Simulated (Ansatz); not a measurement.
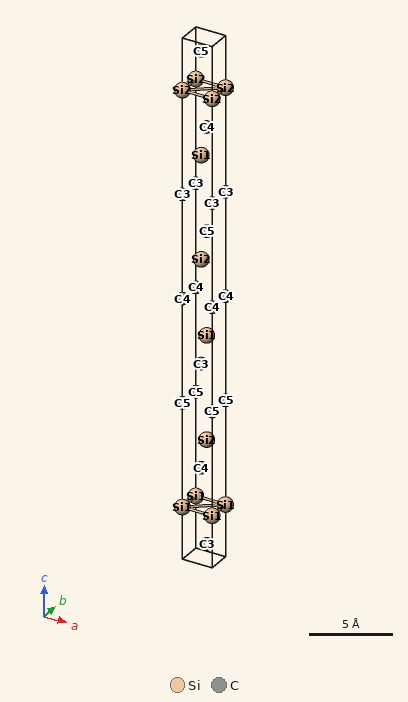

Figure 1. The input geometry of the first run (ball-and-stick view of the cell 3 times as large as that of the calculation, set on its symmetry axes, seen slightly off an axis; atoms are numbered from 1 in the order of the input). An atom can appear more than once, as a periodic image.

## Si$_{2}$C$_{3}$: a changed input and its effect

System: Si$_{2}$C$_{3}$ (5 atoms in the cell).
Method of the first run: DFT PBE, scalar-relativistic, plane waves, PAW, spin-polarised (Ansatz 0.2.0).

The structure was made by a generator, so it may or may not be a known phase. Text and figures count atoms from 1; the logs count them from 0 in places.

**The input, the first run**
```yaml
crystal:
  lattice:
    - [1.34509688, 0.77659205, 10.98267006]
    - [-1.34509688, 0.77659205, 10.98267006]
    - [0.0, -1.55318409, 10.98267006]
  atoms:
    - { symbol: Si, position: [0.1, 0.1, 0.1] }
    - { symbol: Si, position: [0.9, 0.9, 0.9] }
    - { symbol: C, position: [0.7, 0.7, 0.7], spin: 1.0 }
    - { symbol: C, position: [0.5, 0.5, 0.5], spin: 1.0 }
    - { symbol: C, position: [0.3, 0.3, 0.3], spin: 1.0 }
basis:
  ecutwfc: 420
kpoints:
  mp_grid: { grid: [6, 6, 6] }
hamiltonian:
  xc: pbe
scf:
  occupations: { method: gaussian, width: 0.1 }
  lower_state_search: "off"
output:
  forces: true
  stress: true
  eigenvalues: true
  populations: true
magnetization:
  spin_polarized: true
```

Launched with:
```bash
ansatz run input.yaml --threads 1 --pin off --max-ram 2560MiB --backend cpu --events-out ev --progress --plain --runs-dir out
```

Hardware: 1 thread of Intel Xeon @ 2.50GHz (Skylake/Cascade Lake), 189 GiB of memory available, shared host.

**Output, shortened to warnings, some set-up lines, iterations and results (the first run)**
```
WARN: the starting moments were not kept: the SCF closed with an absolute magnetisation of 2.7e-6 μB, where they sum to 3 μB in size (3 sites). That is at most 0.1 of that sum. Measured as dr2_m measures the in/out step, that magnetisation stands 1.5e-12 eV from none, at or under the dr2_threshold of 1.0e-7 eV: it is no larger than a step whose dr2_m would equal this threshold. The system may …
Basis set: ecut = 420 eV, 1375 PW (Γ), FFT grids on a1−a3, a2−a3, a3, exchange–correlation on 36×36×150 points (8 copies of the dense FFT grid, shifted against one another)
Symmetry: 12 space group operations
k-points: 32 of 216
Initial density: superposition of atomic densities (chi_scale 0.1, normalization cell, long waves kept (reshape's long-wave potential 0.70 eV rms))
[...]
SCF iter   1: F=—  HF=-2008.803057 eV  |F-HF|=—  |Δ(HF+E_count)|=         —  Δρ=4.72e-2 (↑4.72e-2 ↓3.02e-2)  dr2=3.06e1  dr2_m=3.08e-1  M=1.305 μB ∫|m|=1.329 μB  β_m=0.30  …
SCF iter   2: F=—  HF=-2007.977350 eV  |F-HF|=—  |Δ(HF+E_count)|=   8.26e-1  Δρ=2.56e-2 (↑2.56e-2 ↓1.43e-2)  dr2=2.87e0  dr2_m=1.80e-1  M=1.194 μB ∫|m|=1.219 μB  β_m=0.30  …
SCF iter   3: F=—  HF=-2007.931886 eV  |F-HF|=—  |Δ(HF+E_count)|=   4.55e-2  Δρ=1.78e-2 (↑1.19e-2 ↓1.78e-2)  dr2=8.01e-1  dr2_m=9.54e-2  M=1.153 μB ∫|m|=1.168 μB  β_m=0.30  …
SCF iter   4: F=—  HF=-2007.925532 eV  |F-HF|=—  |Δ(HF+E_count)|=   6.35e-3  Δρ=1.35e-2 (↑1.35e-2 ↓1.08e-2)  dr2=1.58e-1  dr2_m=7.60e-2  M=0.999 μB ∫|m|=1.014 μB  β_m=0.30  …
SCF iter   5: F=—  HF=-2007.965027 eV  |F-HF|=—  |Δ(HF+E_count)|=   3.95e-2  Δρ=1.19e-2 (↑1.19e-2 ↓9.66e-3)  dr2=4.87e-1  dr2_m=6.13e-2  M=0.836 μB ∫|m|=0.857 μB  β_m=0.30  …
[... 15 lines ...]
SCF iter  21: F=-2008.071324 eV  HF=-2008.071324 eV  |F-HF|=4.10e-9  |Δ(HF+E_count)|=   2.42e-9  Δρ=8.74e-7 (↑8.74e-7 ↓7.52e-7)  dr2=4.72e-9  dr2_m=1.98e-10  M=-0.000 μB …
SCF iter  22: F=-2008.071324 eV  HF=-2008.071324 eV  |F-HF|=3.23e-10  |Δ(HF+E_count)|=  2.86e-10  Δρ=4.88e-7 (↑3.78e-7 ↓4.88e-7)  dr2=5.03e-10  dr2_m=9.12e-11  M=-0.000 μB …
SCF iter  23: F=-2008.071324 eV  HF=-2008.071324 eV  |F-HF|=1.23e-10  |Δ(HF+E_count)|=  1.08e-10  Δρ=2.63e-7 (↑1.98e-7 ↓2.63e-7)  dr2=1.75e-10  dr2_m=2.88e-11  M=0.000 μB …
SCF iter  24: F=-2008.071324 eV  HF=-2008.071324 eV  |F-HF|=1.64e-11  |Δ(HF+E_count)|=  5.46e-11  Δρ=6.67e-8 (↑5.89e-8 ↓6.67e-8)  dr2=1.97e-11  dr2_m=2.05e-12  M=0.000 μB …
SCF 1 converged in 24 iterations: F = -2008.071324 eV  dr2 = 1.97e-11
SCF converged after 24 iterations
Magnetization: 0.0000 μB (10.0000 up, 10.0000 down)
Absolute magnetization: 0.0000 μB (∫|ρ↑−ρ↓|, with the PAW one-centre terms)
Spin contamination: 0.0000 ħ² per cell (⟨S²⟩ above its minimum at these occupations)
Per-site moments (μB) at R_I (Å): [(6.168539540255747e-8, 1.1097049266519838), (6.168539539510879e-8, 1.1097049266519838), (2.211406217855546e-7, 1.1097049266519838), (1.0121491948211239e-6, 1.1097049266519838), (2.211406218066283e-7, 1.1097049266519838)]
Free energy (F): -2008.071324 eV
Harris-Foulkes:  -2008.071324 eV  (|F-HF|=1.64e-11)
Internal energy: -2008.052056 eV  (E = F + TS)
E sigma→0 (E₀):  -2008.061690 eV
Entropy (-TS):   -0.019268 eV (-3.854 meV/atom)
Fermi energy:    6.207636 eV
--- Per-component energies (eV) ---
  E_band       = 18.446382
  E_kinetic    = 290.216890
  E_local      = -230.229381  (includes V_loc(G=0)·N_el)
  E_nonlocal   = 135.885397
  E_hartree    = 45.043304
  E_xc         = -240.345328
  E_vxc        = -252.984332  (∫ρ·V_xc dr)
  E_paw        = -1314.495044  (= ΣΔE_a)
  E_vpaw       = -14.528828  (= ΣTr[D̂ρ^β])
  E_aug_tail   = 0.000015  (compensation charges beyond the density's cutoff)
  E_ewald      = -694.127910
  E_smearing   = -0.019268  (= −TS)
  E_closure    = 0.000000  (closes the sum)
  Σ components = -2008.071324   (vs F -2008.071324, Δ=0.00e0)
--- Forces (eV/Å), atoms counted from 1 ---
  atom   1  Si     0.00000000     0.00000000     0.02482807
  atom   2  Si     0.00000000    -0.00000000    -0.02482807
  atom   3  C     -0.00000000    -0.00000000    -0.01885952
  atom   4  C      0.00000000    -0.00000000     0.00000000
  atom   5  C     -0.00000000     0.00000000     0.01885952
  max |Σ_I F_I| component: 8.10e-18 eV/Å
--- Stress (GPa, compression-positive) ---
      -14.118858       0.000000       0.000000
        0.000000     -14.118858      -0.000000
        0.000000      -0.000000     -30.696475
  P = ⅓ Tr σ = -19.6447 GPa (-196.447 kbar)
--- Löwdin populations: 5 sites ---
  site symbol       q [e]    m [muB]
     0     Si      3.5903    -0.0000
     1     Si      3.5903    -0.0000
     2      C      4.1449     0.0000
     3      C      4.3159     0.0000
     4      C      4.1449     0.0000
  spilling = 0.010680 (of n_electrons = 20.000000)
```

The input of the second run differs as follows (lines with − go, lines with + come):
```diff
-    - { symbol: C, position: [0.7, 0.7, 0.7], spin: 1.0 }
-    - { symbol: C, position: [0.5, 0.5, 0.5], spin: 1.0 }
-    - { symbol: C, position: [0.3, 0.3, 0.3], spin: 1.0 }
+    - { symbol: C, position: [0.7, 0.7, 0.7] }
+    - { symbol: C, position: [0.5, 0.5, 0.5] }
+    - { symbol: C, position: [0.3, 0.3, 0.3] }
-  populations: true
-magnetization:
-  spin_polarized: true
```

Predict how the results change.

The energy is the same within 0.01 meV per atom. The SCF takes 7 iterations against 24. On the same kind of shared host the second run took about 0.18 times as long. The two runs start from different initial densities, which also moves the count.

**Output, shortened to warnings, some set-up lines, iterations and results (the second run)**
```
Basis set: ecut = 420 eV, 1375 PW (Γ), FFT grids on a1−a3, a2−a3, a3, exchange–correlation on 36×36×150 points (8 copies of the dense FFT grid, shifted against one another)
Symmetry: 12 space group operations
k-points: 32 of 216
Initial density: superposition of atomic densities (neutral atoms: chi_scale 0, normalization atom), corrected by the library's trained network
[...]
SCF iter   1: F=—  HF=-2008.073176 eV  |F-HF|=—  |Δ(HF+E_count)|=         —  Δρ=5.85e-3  dr2=1.51e-2  ethr=1.77e-3  ⟨swp⟩=5.5  Hψ=2652  notcnv=0
SCF iter   2: F=—  HF=-2008.071989 eV  |F-HF|=—  |Δ(HF+E_count)|=   1.19e-3  Δρ=3.13e-3  dr2=8.01e-3  ethr=7.53e-5  ⟨swp⟩=1.0  Hψ=736  notcnv=0
SCF iter   3: F=—  HF=-2008.071638 eV  |F-HF|=—  |Δ(HF+E_count)|=   3.51e-4  Δρ=7.57e-4  dr2=6.92e-3  ethr=4.01e-5  ⟨swp⟩=1.8  Hψ=605  notcnv=0
SCF iter   4: F=—  HF=-2008.071395 eV  |F-HF|=—  |Δ(HF+E_count)|=   2.43e-4  Δρ=2.44e-4  dr2=3.83e-4  ethr=3.46e-5  ⟨swp⟩=1.0  Hψ=451  notcnv=0
SCF iter   5: F=—  HF=-2008.071385 eV  |F-HF|=—  |Δ(HF+E_count)|=   9.50e-6  Δρ=6.31e-5  dr2=4.79e-6  ethr=1.92e-6  ⟨swp⟩=1.0  Hψ=451  notcnv=0
SCF iter   6: F=—  HF=-2008.071324 eV  |F-HF|=—  |Δ(HF+E_count)|=   6.17e-5  Δρ=8.60e-6  dr2=7.37e-8  ethr=5.00e-10  ⟨swp⟩=5.5  Hψ=2302  notcnv=0
SCF iter   7: F=-2008.071324 eV  HF=-2008.071324 eV  |F-HF|=8.04e-9  |Δ(HF+E_count)|=   1.31e-8  Δρ=1.91e-6  dr2=9.87e-9  ethr=3.68e-10  ⟨swp⟩=2.0  Hψ=1651  notcnv=0
SCF 1 converged in 7 iterations: F = -2008.071324 eV  dr2 = 9.87e-9
SCF converged after 7 iterations
Free energy (F): -2008.071324 eV
Harris-Foulkes:  -2008.071324 eV  (|F-HF|=8.04e-9)
Internal energy: -2008.052055 eV  (E = F + TS)
E sigma→0 (E₀):  -2008.061690 eV
Entropy (-TS):   -0.019268 eV (-3.854 meV/atom)
Fermi energy:    6.207634 eV
--- Per-component energies (eV) ---
  E_band       = 18.446356
  E_kinetic    = 290.217081
  E_local      = -230.229761  (includes V_loc(G=0)·N_el)
  E_nonlocal   = 135.885333
  E_hartree    = 45.043580
  E_xc         = -240.345336
  E_vxc        = -252.984348  (∫ρ·V_xc dr)
  E_paw        = -1314.495057  (= ΣΔE_a)
  E_vpaw       = -14.528837  (= ΣTr[D̂ρ^β])
  E_aug_tail   = 0.000015  (compensation charges beyond the density's cutoff)
  E_ewald      = -694.127910
  E_smearing   = -0.019268  (= −TS)
  E_closure    = -0.000000  (closes the sum)
  Σ components = -2008.071324   (vs F -2008.071324, Δ=0.00e0)
--- Forces (eV/Å), atoms counted from 1 ---
  atom   1  Si     0.00000000     0.00000000     0.02488403
  atom   2  Si     0.00000000    -0.00000000    -0.02488403
  atom   3  C     -0.00000000    -0.00000000    -0.01885708
  atom   4  C      0.00000000     0.00000000     0.00000000
  atom   5  C     -0.00000000     0.00000000     0.01885708
  max |Σ_I F_I| component: 1.16e-17 eV/Å
--- Stress (GPa, compression-positive) ---
      -14.118814       0.000000       0.000000
        0.000000     -14.118814      -0.000000
        0.000000      -0.000000     -30.696626
  P = ⅓ Tr σ = -19.6448 GPa (-196.448 kbar)
```

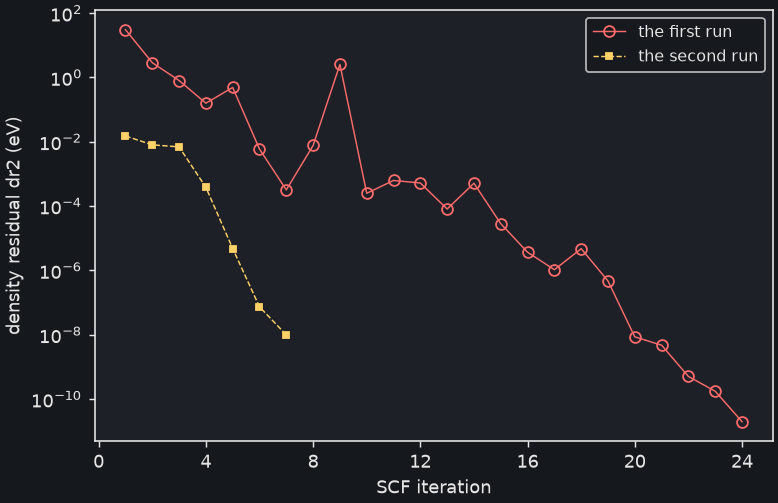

Figure 2. Convergence of the two runs: density residual dr2 against the SCF iteration. The first run takes 24 iterations in all, and the second run takes 7.

**The two runs side by side**

```csv
quantity,the first run,the second run
outcome,converged,converged
free energy per atom (eV),−401.6143,−401.6143
"energy per atom, smearing taken to zero (eV)",−401.6123,−401.6123
gap on the mesh (eV),0.00,0.00
net moment of the cell (μB),0.00,–
absolute moment of the cell (μB),0.00,–
pressure (GPa),−19.64,−19.64
largest force (eV/Å),0.025,0.025
SCF iterations,24,7
irreducible k-points,32,32
plane waves at Γ,1375,1375
wall time (shared host),23 s,4.1 s
```

For the first run: Warnings: some starting moments were not kept.
